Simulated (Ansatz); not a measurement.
# Preparing MgH2 (P4_2/mnm) as a host crystal, part 3 of 4

Before any defect goes in: MgH2 (P4_2/mnm) at rest, and how it screens a charge.

Ansatz 0.2.0; plane-wave PAW DFT, PBE; relaxation of the host's cell and atoms; PAW set soft_1 (the session's first sound run).

So far. Step 3 (Dielectric tensors of the host): The principal values of the electronic dielectric tensor are 4.15, 4.15 and 4.20. The principal values of the static dielectric tensor are 8.63, 11.83 and 11.83.

## 5. Defect free supercell relaxed from displaced atoms

This step: plane-wave PAW DFT, PBE; relaxation of the defect-free supercell from random displacements, a test of the host's stability; PAW set soft_1 (Ansatz 0.2.0).

File pristine.rattled/input.yaml:

```yaml
crystal:
  lattice:
    - [9.0325788239, 0.0, 0.0]
    - [0.0, 9.0325788239, 0.0]
    - [0.0, 0.0, 9.0390974248]
  atoms:
    - { symbol: Mg, position: [0.25, 0.25, 0.1666666667] }
    - { symbol: Mg, position: [0.0, 0.0, 0.0] }
    - { symbol: H, position: [0.347828513, 0.347828513, 0.0] }
    - { symbol: H, position: [0.402171487, 0.097828513, 0.1666666667] }
    - { symbol: H, position: [0.152171487, 0.152171487, 0.0] }
    - { symbol: H, position: [0.097828513, 0.402171487, 0.1666666667] }
    - { symbol: Mg, position: [0.25, 0.25, 0.5] }
    - { symbol: Mg, position: [0.0, 0.0, 0.3333333333] }
    - { symbol: H, position: [0.347828513, 0.347828513, 0.3333333333] }
    - { symbol: H, position: [0.402171487, 0.097828513, 0.5] }
    - { symbol: H, position: [0.152171487, 0.152171487, 0.3333333333] }
    - { symbol: H, position: [0.097828513, 0.402171487, 0.5] }
    - { symbol: Mg, position: [0.25, 0.25, 0.8333333333] }
    - { symbol: Mg, position: [0.0, 0.0, 0.6666666667] }
    - { symbol: H, position: [0.347828513, 0.347828513, 0.6666666667] }
    - { symbol: H, position: [0.402171487, 0.097828513, 0.8333333333] }
    - { symbol: H, position: [0.152171487, 0.152171487, 0.6666666667] }
    - { symbol: H, position: [0.097828513, 0.402171487, 0.8333333333] }
    - { symbol: Mg, position: [0.25, 0.75, 0.1666666667] }
    - { symbol: Mg, position: [0.0, 0.5, 0.0] }
    - { symbol: H, position: [0.347828513, 0.847828513, 0.0] }
    - { symbol: H, position: [0.402171487, 0.597828513, 0.1666666667] }
    - { symbol: H, position: [0.152171487, 0.652171487, 0.0] }
    - { symbol: H, position: [0.097828513, 0.902171487, 0.1666666667] }
    - { symbol: Mg, position: [0.25, 0.75, 0.5] }
    - { symbol: Mg, position: [0.0, 0.5, 0.3333333333] }
    - { symbol: H, position: [0.347828513, 0.847828513, 0.3333333333] }
    - { symbol: H, position: [0.402171487, 0.597828513, 0.5] }
    - { symbol: H, position: [0.152171487, 0.652171487, 0.3333333333] }
    - { symbol: H, position: [0.097828513, 0.902171487, 0.5] }
    - { symbol: Mg, position: [0.25, 0.75, 0.8333333333] }
    - { symbol: Mg, position: [0.0, 0.5, 0.6666666667] }
    - { symbol: H, position: [0.347828513, 0.847828513, 0.6666666667] }
    - { symbol: H, position: [0.402171487, 0.597828513, 0.8333333333] }
    - { symbol: H, position: [0.152171487, 0.652171487, 0.6666666667] }
    - { symbol: H, position: [0.097828513, 0.902171487, 0.8333333333] }
    - { symbol: Mg, position: [0.75, 0.25, 0.1666666667] }
    - { symbol: Mg, position: [0.5, 0.0, 0.0] }
    - { symbol: H, position: [0.847828513, 0.347828513, 0.0] }
    - { symbol: H, position: [0.902171487, 0.097828513, 0.1666666667] }
    - { symbol: H, position: [0.652171487, 0.152171487, 0.0] }
    - { symbol: H, position: [0.597828513, 0.402171487, 0.1666666667] }
    - { symbol: Mg, position: [0.75, 0.25, 0.5] }
    - { symbol: Mg, position: [0.5, 0.0, 0.3333333333] }
    - { symbol: H, position: [0.847828513, 0.347828513, 0.3333333333] }
    - { symbol: H, position: [0.902171487, 0.097828513, 0.5] }
    - { symbol: H, position: [0.652171487, 0.152171487, 0.3333333333] }
    - { symbol: H, position: [0.597828513, 0.402171487, 0.5] }
    - { symbol: Mg, position: [0.75, 0.25, 0.8333333333] }
    - { symbol: Mg, position: [0.5, 0.0, 0.6666666667] }
    - { symbol: H, position: [0.847828513, 0.347828513, 0.6666666667] }
    - { symbol: H, position: [0.902171487, 0.097828513, 0.8333333333] }
    - { symbol: H, position: [0.652171487, 0.152171487, 0.6666666667] }
    - { symbol: H, position: [0.597828513, 0.402171487, 0.8333333333] }
    - { symbol: Mg, position: [0.75, 0.75, 0.1666666667] }
    - { symbol: Mg, position: [0.5, 0.5, 0.0] }
    - { symbol: H, position: [0.847828513, 0.847828513, 0.0] }
    - { symbol: H, position: [0.902171487, 0.597828513, 0.1666666667] }
    - { symbol: H, position: [0.652171487, 0.652171487, 0.0] }
    - { symbol: H, position: [0.597828513, 0.902171487, 0.1666666667] }
    - { symbol: Mg, position: [0.75, 0.75, 0.5] }
    - { symbol: Mg, position: [0.5, 0.5, 0.3333333333] }
    - { symbol: H, position: [0.847828513, 0.847828513, 0.3333333333] }
    - { symbol: H, position: [0.902171487, 0.597828513, 0.5] }
    - { symbol: H, position: [0.652171487, 0.652171487, 0.3333333333] }
    - { symbol: H, position: [0.597828513, 0.902171487, 0.5] }
    - { symbol: Mg, position: [0.75, 0.75, 0.8333333333] }
    - { symbol: Mg, position: [0.5, 0.5, 0.6666666667] }
    - { symbol: H, position: [0.847828513, 0.847828513, 0.6666666667] }
    - { symbol: H, position: [0.902171487, 0.597828513, 0.8333333333] }
    - { symbol: H, position: [0.652171487, 0.652171487, 0.6666666667] }
    - { symbol: H, position: [0.597828513, 0.902171487, 0.8333333333] }
basis:
  ecutwfc: 420
  xc_grid: 2
hamiltonian:
  xc: pbe
  pseudopotentials: { kind: paw, azcp: { folder: soft_1 } }
kpoints:
  mp_grid: { grid: [1, 1, 1] }
scf:
  occupations: { method: fermi_dirac, width: 0.01 }
  max_iter: 100
  lower_state_search: "off"
output:
  forces: true
relax:
  f_tol: 0.015
  max_steps: 120
  random_displacement: { amplitude: 0.06, seed: 2206 }
checkpoint:
  write: "../pristine.rattled.run"
  compress: false
  write_wavefunctions: false
  write_every: 100000
```

On the command line:

```console
$ ansatz run input.yaml --threads 4 --pin off --max-ram 17899MiB --backend cpu --events-out ev --progress --plain --runs-dir out
```

Numbers of over 12 decimals in the logs are rounded to 6 here.

Log:

```text
[...]
Crystal: 72 atoms, lattice volume = 737.477 Å³
Basis set: ecut = 420 eV, 14371 PW (Γ), exchange–correlation on 128×128×128 points (8 copies of the dense FFT grid, shifted against one another)
Bands: 216, of which v1, the nominal top of the filled ones, is band 144 counted from 1 (143 counted from 0)
Symmetry: 1 space group operations
k-points: 1
[...]
SCF iter   1: F=—  HF=-46957.348320 eV  |F-HF|=—  |Δ(HF+E_count)|=         —  Δρ=7.94e-2  dr2=4.08e1  ethr=3.10e-3  ⟨swp⟩=6.0  Hψ=885  notcnv=0  defer=13
[...]
SCF iter   7: F=-46944.521241 eV  HF=-46944.521241 eV  |F-HF|=8.43e-8  |Δ(HF+E_count)|=   8.89e-6  Δρ=3.67e-6  dr2=7.62e-8  ethr=1.95e-9  ⟨swp⟩=4.0  Hψ=556  notcnv=0
SCF 1 converged in 7 iterations: F = -46944.521241 eV  dr2 = 7.62e-8
[...]
relax step   1: F+E_penalty+E_count = -46944.52124149 eV  Δ(F+E_penalty+E_count) = +0.000e0 eV  max|allowed force component| = 6.509e-1 eV/Å  Δτ_max = 0.0000 Å  (7 SCF iters, dr2 threshold 5.63e-6 eV, accepted)
[...]
relax step   2: F+E_penalty+E_count = -46944.71939024 eV  Δ(F+E_penalty+E_count) = -1.981e-1 eV  max|allowed force component| = 5.989e-1 eV/Å  Δτ_max = 0.1861 Å  (5 SCF iters, dr2 threshold 2.65e-5 eV, accepted)
relax step   3: F+E_penalty+E_count = -46945.11493272 eV  Δ(F+E_penalty+E_count) = -3.955e-1 eV  max|allowed force component| = 1.153e-2 eV/Å  Δτ_max = 0.1229 Å  (5 SCF iters, dr2 threshold 2.24e-5 eV, accepted)
[...]
SCF iter   3: F=-46945.114933 eV  HF=-46945.114933 eV  |F-HF|=2.81e-8  |Δ(HF+E_count)|=   3.83e-7  Δρ=1.74e-6  dr2=2.86e-8  ethr=3.47e-11  ⟨swp⟩=2.0  Hψ=613  notcnv=0
SCF 4 converged in 3 iterations: F = -46945.114933 eV  dr2 = 2.86e-8
relax step   4: F+E_penalty+E_count = -46945.11493301 eV  Δ(F+E_penalty+E_count) = -2.903e-7 eV  max|allowed force component| = 1.143e-2 eV/Å  Δτ_max = 0.0000 Å  (3 SCF iters, accepted)
SCF converged after 3 iterations
Free energy (F): -46945.114933 eV
[...]
Internal energy: -46945.114933 eV  (E = F + TS)
E sigma→0 (E₀):  -46945.114933 eV
Fermi energy:    3.973341 eV
[...]
--- Forces (eV/Å), atoms counted from 1 ---
  atom   1  Mg     0.00693073    -0.00436500     0.00203915
  atom   2  Mg     0.00094247     0.00213600    -0.00360253
  atom   3  H      0.00047926    -0.00062470    -0.00134689
  atom   4  H      0.00374819    -0.01121386     0.00190199
  atom   5  H      0.00202989     0.00257469     0.00518429
  atom   6  H      0.00138920    -0.00653304     0.00041887
  atom   7  Mg     0.00595633     0.00329391    -0.00109602
  atom   8  Mg     0.00159429     0.00272975    -0.00395140
  atom   9  H      0.00698637    -0.00387942    -0.00450531
  atom  10  H     -0.00202164     0.00315952    -0.00109876
  atom  11  H      0.00249533    -0.00384145    -0.00254296
  atom  12  H     -0.00667801     0.00740485    -0.00268976
  atom  13  Mg    -0.00508725     0.00101112    -0.00148473
  atom  14  Mg    -0.00608817     0.00801773    -0.00680113
  atom  15  H     -0.00676012     0.00199739    -0.00276334
  atom  16  H     -0.00125143     0.00307056    -0.00417341
  atom  17  H      0.00284264     0.00386721    -0.00517138
  atom  18  H     -0.00341687     0.00422638    -0.00107986
  atom  19  Mg    -0.00296776    -0.00696520     0.00505188
  atom  20  Mg     0.00437712    -0.00026066     0.00186183
  atom  21  H     -0.00244195     0.00196188     0.00161264
  atom  22  H      0.00027552    -0.00094570     0.00449530
  atom  23  H      0.00246376     0.00085557     0.00080290
  atom  24  H     -0.00025335     0.00577735     0.00311116
  atom  25  Mg     0.00413413     0.00088005    -0.00843893
  atom  26  Mg    -0.00888470    -0.00527069    -0.00633138
  atom  27  H     -0.00134276     0.00661371     0.00137773
  atom  28  H      0.00426273    -0.00277594     0.00303223
  atom  29  H     -0.00072627    -0.00130929     0.00582389
  atom  30  H      0.00469681     0.00012015    -0.00061036
  atom  31  Mg    -0.00173374    -0.00012164    -0.00137252
  atom  32  Mg    -0.00268614     0.00051506    -0.00291955
  atom  33  H     -0.00355374     0.00060767     0.00049760
  atom  34  H     -0.00194960    -0.00050095     0.00052177
  atom  35  H      0.00113343    -0.00189768     0.00016500
  atom  36  H      0.00406096     0.00197468    -0.00438979
  atom  37  Mg    -0.00216771     0.00359964     0.00599751
  atom  38  Mg    -0.00073303    -0.00249343    -0.00801318
  atom  39  H     -0.00075451     0.00328858    -0.00301263
  atom  40  H     -0.00125350    -0.00109873    -0.00231011
[...]
atom  61  Mg     0.00913153     0.00051355     0.00278950
  atom  62  Mg     0.00673839     0.00111502    -0.00023477
  atom  63  H     -0.00024392     0.00200335     0.00589138
  atom  64  H      0.00281147    -0.00048407    -0.00736715
  atom  65  H     -0.00004894     0.00026136     0.00301694
  atom  66  H      0.00675863     0.00004313    -0.00011026
  atom  67  Mg     0.00522526    -0.00480588    -0.00050033
  atom  68  Mg    -0.00086651     0.00096663     0.00275336
  atom  69  H     -0.00326409     0.00451744     0.00123438
  atom  70  H      0.00216138    -0.00897951     0.00643339
  atom  71  H     -0.00083548    -0.00338355     0.00167183
  atom  72  H      0.00203381     0.00126203    -0.00344683
  max |Σ_I F_I| component: 2.64e-5 eV/Å
--- Relaxed structure (4 steps of the walk, 4 accepted, 0 SCFs on fresh bases) ---
  F+E_penalty+E_count = -46945.11493301 eV   max|allowed force component| = 1.143e-2 eV/Å
  atoms:
    - { symbol: Mg, position: [0.249205, 0.250384, 0.167023] }
    - { symbol: Mg, position: [-0.000247, -0.000272, 0.000574] }
    - { symbol: H, position: [0.347485, 0.347767, 0.000404] }
    - { symbol: H, position: [0.402030, 0.098344, 0.167033] }
    - { symbol: H, position: [0.152000, 0.152214, 0.000274] }
    - { symbol: H, position: [0.097414, 0.402853, 0.166979] }
    - { symbol: Mg, position: [0.249428, 0.249592, 0.500564] }
    - { symbol: Mg, position: [-0.000317, -0.000362, 0.333857] }
    - { symbol: H, position: [0.346626, 0.348011, 0.333911] }
    - { symbol: H, position: [0.401899, 0.097503, 0.500377] }
    - { symbol: H, position: [0.151647, 0.152458, 0.333774] }
    - { symbol: H, position: [0.097643, 0.402161, 0.500639] }
    - { symbol: Mg, position: [0.250044, 0.249930, 0.833864] }
    - { symbol: Mg, position: [-6.42910482297896e-5, -0.000665, 0.667316] }
    - { symbol: H, position: [0.347924, 0.347071, 0.667059] }
    - { symbol: H, position: [0.402273, 0.097592, 0.834044] }
    - { symbol: H, position: [0.152121, 0.151847, 0.667472] }
    - { symbol: H, position: [0.097607, 0.402260, 0.833780] }
    - { symbol: Mg, position: [0.250133, 0.750123, 0.166783] }
    - { symbol: Mg, position: [-0.000317, 0.500371, 0.000288] }
    - { symbol: H, position: [0.347870, 0.847680, 0.000269] }
    - { symbol: H, position: [0.402302, 0.597679, 0.166465] }
    - { symbol: H, position: [0.152306, 0.652365, 0.000207] }
    - { symbol: H, position: [0.097451, 0.902012, 0.167053] }
    - { symbol: Mg, position: [0.249862, 0.749973, 0.500467] }
    - { symbol: Mg, position: [0.000223, 0.500385, 0.333991] }
    - { symbol: H, position: [0.347669, 0.847410, 0.333583] }
    - { symbol: H, position: [0.401960, 0.597577, 0.500147] }
    - { symbol: H, position: [0.152447, 0.652472, 0.333515] }
    - { symbol: H, position: [0.097363, 0.902045, 0.500426] }
    - { symbol: Mg, position: [0.250169, 0.749923, 0.833711] }
    - { symbol: Mg, position: [-3.668833721987187e-5, 0.500029, 0.667164] }
    - { symbol: H, position: [0.347679, 0.847691, 0.667066] }
    - { symbol: H, position: [0.402521, 0.597577, 0.833403] }
    - { symbol: H, position: [0.152251, 0.652414, 0.667080] }
    - { symbol: H, position: [0.097313, 0.901836, 0.834049] }
    - { symbol: Mg, position: [0.750016, 0.250089, 0.166752] }
    - { symbol: Mg, position: [0.500034, 0.000329, 0.000696] }
    - { symbol: H, position: [0.847793, 0.347624, 0.000203] }
    - { symbol: H, position: [0.902230, 0.097609, 0.167195] }
    - { symbol: H, position: [0.652474, 0.152576, 0.000159] }
    - { symbol: H, position: [0.597577, 0.402360, 0.166810] }
    - { symbol: Mg, position: [0.750118, 0.249915, 0.499861] }
    - { symbol: Mg, position: [0.499529, 0.000165, 0.333618] }
    - { symbol: H, position: [0.847314, 0.348400, 0.333351] }
    - { symbol: H, position: [0.902086, 0.097263, 0.500440] }
    - { symbol: H, position: [0.651887, 0.152579, 0.333372] }
    - { symbol: H, position: [0.597592, 0.402313, 0.499903] }
    - { symbol: Mg, position: [0.750310, 0.249940, 0.833307] }
    - { symbol: Mg, position: [0.499778, 0.000340, 0.667194] }
    - { symbol: H, position: [0.847773, 0.347465, 0.666553] }
    - { symbol: H, position: [0.902110, 0.097270, 0.833733] }
    - { symbol: H, position: [0.652315, 0.152347, 0.666655] }
    - { symbol: H, position: [0.597710, 0.402013, 0.833104] }
    - { symbol: Mg, position: [0.749975, 0.749748, 0.167047] }
    - { symbol: Mg, position: [0.500253, 0.499888, -8.86157104841705e-5] }
    - { symbol: H, position: [0.847652, 0.847242, 0.000423] }
    - { symbol: H, position: [0.902733, 0.598020, 0.167266] }
    - { symbol: H, position: [0.652674, 0.652027, 0.000331] }
    - { symbol: H, position: [0.597679, 0.902383, 0.167124] }
    - { symbol: Mg, position: [0.749224, 0.749868, 0.500191] }
    - { symbol: Mg, position: [0.499383, 0.499832, 0.333343] }
    - { symbol: H, position: [0.847378, 0.847420, 0.333614] }
    - { symbol: H, position: [0.902079, 0.597721, 0.500668] }
    - { symbol: H, position: [0.651939, 0.652171, 0.333424] }
    - { symbol: H, position: [0.596991, 0.902321, 0.500324] }
    - { symbol: Mg, position: [0.749601, 0.750217, 0.833584] }
    - { symbol: Mg, position: [0.499946, 0.499735, 0.666581] }
    - { symbol: H, position: [0.847480, 0.847296, 0.666823] }
    - { symbol: H, position: [0.902174, 0.598044, 0.833400] }
    - { symbol: H, position: [0.651881, 0.652483, 0.666914] }
    - { symbol: H, position: [0.597418, 0.902440, 0.833917] }
```

Wall time 3.3 s (4 threads of AMD EPYC 9R45, shared host); peak memory 0.82 GiB; 12 s of CPU time.

Step by step:

| step | energy less that of the first step (eV) | largest force component (eV/Å) |
| --- | --- | --- |
| 1 | 0.0000 | 0.6509 |
| 2 | -0.1981 | 0.5989 |
| 3 | -0.5937 | 0.0115 |
| 4 | -0.5937 | 0.0114 |

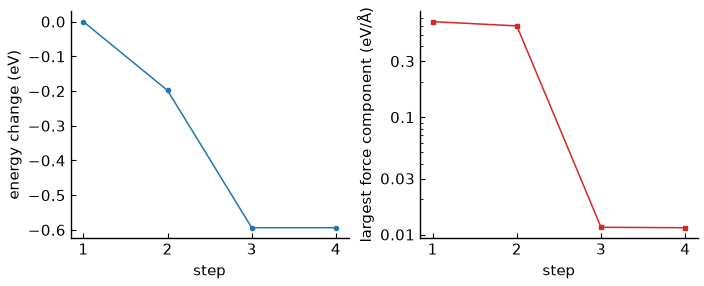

Energy and largest force along the relaxation.

The relaxation ends 8.2 meV an atom lower than the displaced start, with a largest force component of 0.011 eV/Å.

## 6. Host on a dense mesh

This step: plane-wave PAW DFT, PBE; single point of the defect-free host, a test of the k-point sampling; PAW set soft_1 (Ansatz 0.2.0).

System of this step: MgH2 (P4_2/mnm). It takes space group P4_2/mnm (No. 136, tetragonal). The conventional cell has a = 4.516 Å, b = 4.516 Å, c = 3.013 Å, α = 90.00°, β = 90.00°, γ = 90.00°. Mg has 6 H at 1.94 to 1.96 Å nearest. Nearest to H lie 3 Mg at 1.94 to 1.96 Å. Farther neighbours are not listed.

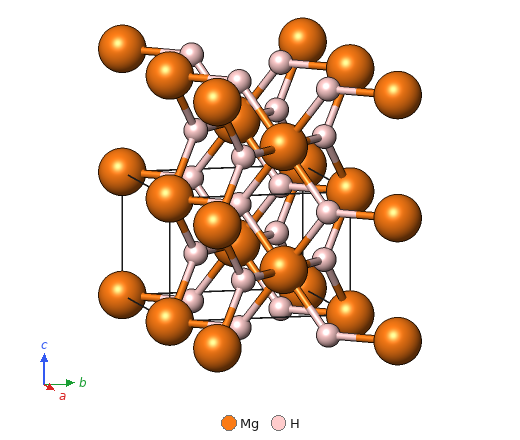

The cell of this step (magnesium orange, hydrogen pink). 2×1×2 cells are drawn. Some periodic images of atoms are drawn too.

File dense/input.yaml:

```yaml
crystal:
  lattice:
    - [4.516289412, 0.0, 0.0]
    - [0.0, 4.516289412, 0.0]
    - [0.0, 0.0, 3.0130324749]
  atoms:
    - { symbol: Mg, position: [0.5, 0.5, 0.5] }
    - { symbol: Mg, position: [0.0, 0.0, 0.0] }
    - { symbol: H, position: [0.6956570259, 0.6956570259, 0.0] }
    - { symbol: H, position: [0.8043429741, 0.1956570259, 0.5] }
    - { symbol: H, position: [0.3043429741, 0.3043429741, 0.0] }
    - { symbol: H, position: [0.1956570259, 0.8043429741, 0.5] }
basis:
  ecutwfc: 420
  xc_grid: 2
hamiltonian:
  xc: pbe
  pseudopotentials: { kind: paw, azcp: { folder: soft_1 } }
kpoints:
  mp_grid: { grid: [6, 6, 9] }
scf:
  occupations: { method: fermi_dirac, width: 0.01 }
  max_iter: 100
  lower_state_search: "off"
checkpoint:
  write: "../dense.run"
  compress: false
  write_wavefunctions: false
  write_every: 100000
```

Log:

```text
[...]
Crystal: 6 atoms, lattice volume = 61.456 Å³
Basis set: ecut = 420 eV, 1187 PW (Γ), exchange–correlation on 64×64×48 points (8 copies of the dense FFT grid, shifted against one another)
Bands: 18, of which v1, the nominal top of the filled ones, is band 12 counted from 1 (11 counted from 0)
Symmetry: 16 space group operations
[...]
k-points: 50 of 324
[...]
SCF iter   1: F=—  HF=-3913.209416 eV  |F-HF|=—  |Δ(HF+E_count)|=         —  Δρ=7.80e-2  dr2=3.28e0  ethr=3.10e-3  ⟨swp⟩=6.0  Hψ=4513  notcnv=0
[...]
SCF iter   6: F=-3912.184774 eV  HF=-3912.184774 eV  |F-HF|=3.04e-10  |Δ(HF+E_count)|=   2.46e-7  Δρ=1.38e-6  dr2=6.37e-10  ethr=4.17e-10  ⟨swp⟩=2.9  Hψ=2155  notcnv=0
SCF 1 converged in 6 iterations: F = -3912.184774 eV  dr2 = 6.37e-10
[...]
SCF converged after 6 iterations
Free energy (F): -3912.184774 eV
[...]
Internal energy: -3912.184774 eV  (E = F + TS)
E sigma→0 (E₀):  -3912.184774 eV
Fermi energy:    3.727307 eV
[...]
```

Run time: 0.25 s. Hardware: 4 threads; peak memory 0.39 GiB.

## 7. Defect free supercell at the zone centre

System of this step: MgH2 (P4_2/mnm). The cell holds 72 atoms: 24 Mg and 48 H. Cell: a = 9.033 Å, b = 9.033 Å, c = 9.039 Å, α = 90.0°, β = 90.0°, γ = 90.0°.

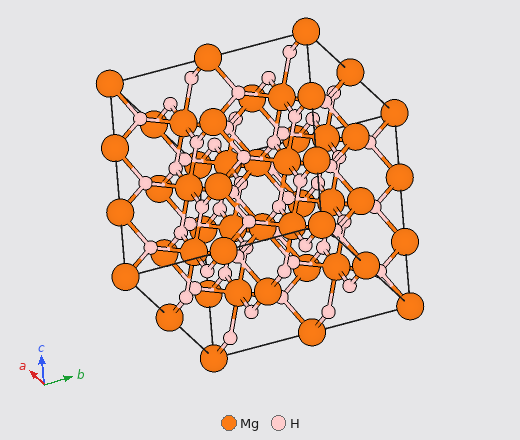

The cell of this step (magnesium orange, hydrogen pink). Some periodic images of atoms are drawn too.

pristine.sampling_gamma/input.yaml, as its differences from pristine.rattled/input.yaml of step 5:

```diff
@@ -90,10 +90,4 @@
   lower_state_search: "off"
-output:
-  forces: true
-relax:
-  f_tol: 0.015
-  max_steps: 120
-  random_displacement: { amplitude: 0.06, seed: 2206 }
 checkpoint:
-  write: "../pristine.rattled.run"
+  write: "../pristine.sampling_gamma.run"
   compress: false
```

Log:

```text
[...]
Crystal: 72 atoms, lattice volume = 737.477 Å³
Basis set: ecut = 420 eV, 14371 PW (Γ), exchange–correlation on 128×128×128 points (8 copies of the dense FFT grid, shifted against one another)
Bands: 216, of which v1, the nominal top of the filled ones, is band 144 counted from 1 (143 counted from 0)
Symmetry: 192 space group operations
[...]
k-points: 1
[...]
SCF iter   1: F=—  HF=-46957.779276 eV  |F-HF|=—  |Δ(HF+E_count)|=         —  Δρ=7.91e-2  dr2=4.04e1  ethr=3.10e-3  ⟨swp⟩=6.0  Hψ=893  notcnv=0  defer=7
[...]
SCF iter   8: F=-46945.115110 eV  HF=-46945.115110 eV  |F-HF|=2.30e-9  |Δ(HF+E_count)|=   1.06e-7  Δρ=4.50e-7  dr2=1.46e-9  ethr=1.96e-11  ⟨swp⟩=1.0  Hψ=370  notcnv=0
SCF 1 converged in 8 iterations: F = -46945.115110 eV  dr2 = 1.46e-9
[...]
SCF converged after 8 iterations
Free energy (F): -46945.115110 eV
[...]
Internal energy: -46945.115110 eV  (E = F + TS)
E sigma→0 (E₀):  -46945.115110 eV
Fermi energy:    3.972388 eV
[...]
```

Run time: 0.94 s. Hardware: 4 threads; peak memory 0.81 GiB.

(Part 3 of 4 ends here.)

[Logs are printed without paths, hosts, clocks, repeated set-up lines and the standing remarks that a program may print on its own settings, such as how far it seeks lower states.]

[Hosts, paths, dates, database ids (printed as entryN), source tags and the programs' standing remarks are cut or masked in the printed files.]

[Runs of the host that timed out are not shown.]

[For some hosts the program warned that the k-mesh of the response run may be too coarse for force constants and the static dielectric constant; such warnings are not always shown.]
